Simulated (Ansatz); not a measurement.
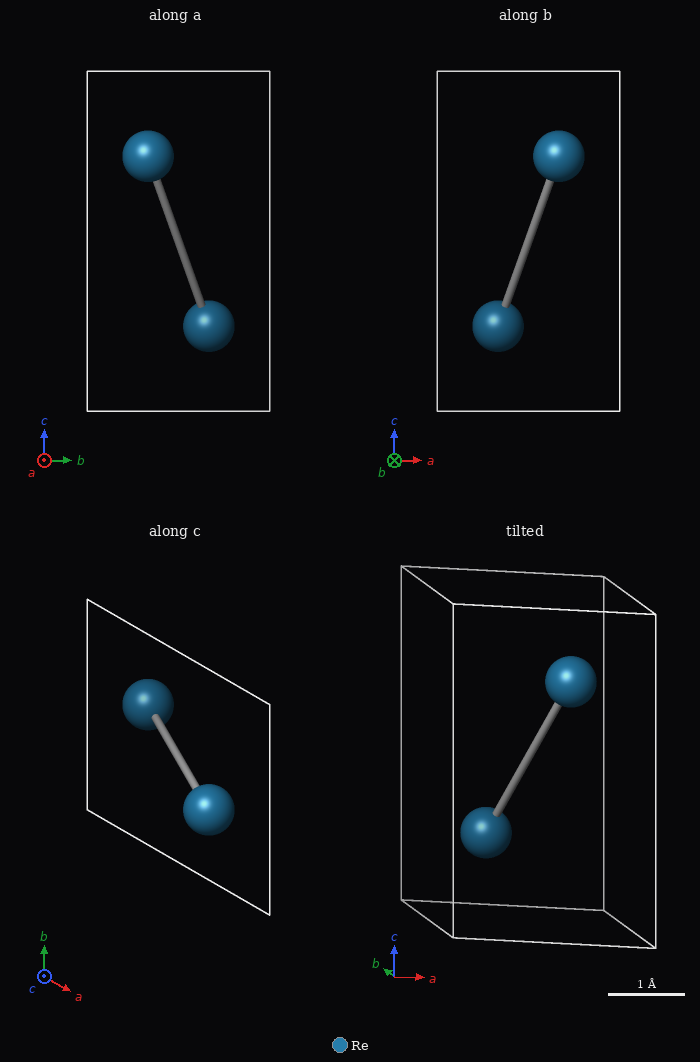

Structure drawing (ball-and-stick), viewed along the a axis, along the b axis, along the c axis and slightly off an axis. One conventional unit cell is framed, with atoms on its boundary repeated.

Lattice parameters: a = 2.7830 Å, b = 2.7830 Å, c = 4.4928 Å, α = 90.000°, β = 90.000°, γ = 120.000°.

**Put the structure into a CIF in P1 with every atom of the cell.**

```cif
data_structure
_symmetry_space_group_name_H-M 'P 1'
_symmetry_Int_Tables_number 1
_cell_length_a 2.7830
_cell_length_b 2.7830
_cell_length_c 4.4928
_cell_angle_alpha 90.000
_cell_angle_beta 90.000
_cell_angle_gamma 120.000
_cell_volume 30.13
loop_
_atom_site_label
_atom_site_type_symbol
_atom_site_fract_x
_atom_site_fract_y
_atom_site_fract_z
_atom_site_occupancy
Re1 Re 0.6667 0.3333 0.7500 1
Re2 Re 0.3333 0.6667 0.2500 1
```

The model was built from a structure type filled with this element by a generator (whether the element takes this form wasn't checked). Atoms and cell were optimised with DFT, revPBE, plane waves (420 eV) with PAW, scalar-relativistic (Ansatz 0.2.0).
